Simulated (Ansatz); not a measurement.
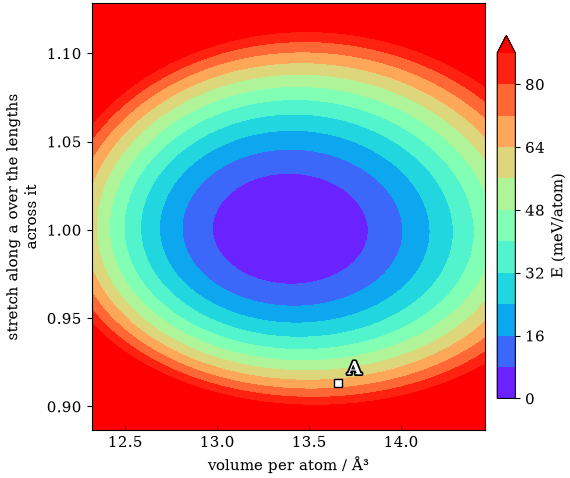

Al₂Ru (Fddd, No. 70; 6 atoms in the cell). The energy is mapped over volume and the cell's shape. Coordinates scanned: (1) volume per atom; (2) stretch along a over the lengths across it, relative to the relaxed cell. Nothing is relaxed (fractional coordinates fixed). The grid has 9 × 9 points. Points are written as (first, second). Energies: meV/atom, counted from the lowest grid point. The lowest point has no gap; 45 points of the grid have one on the k-mesh. Level of theory: DFT LDA, scalar-relativistic, plane waves, PAW (Ansatz). Settings: cutoff 420 eV, k-mesh 10×10×10, gaussian smearing 0.03 eV, no spin polarisation.

Drawn: filled contours, one colour for all values above the top of the scale, the point A. Between grid points the surface is interpolated.

### Which way does the force act at A, and how strong is it?

A, at (13.655 Å³, 0.913), is not a stationary point. The computed force is 13 meV/atom for each Å³ towards smaller values of volume per atom and 1500 meV/atom for each unit towards larger values of the second coordinate.

PAW datasets: the set soft_1.
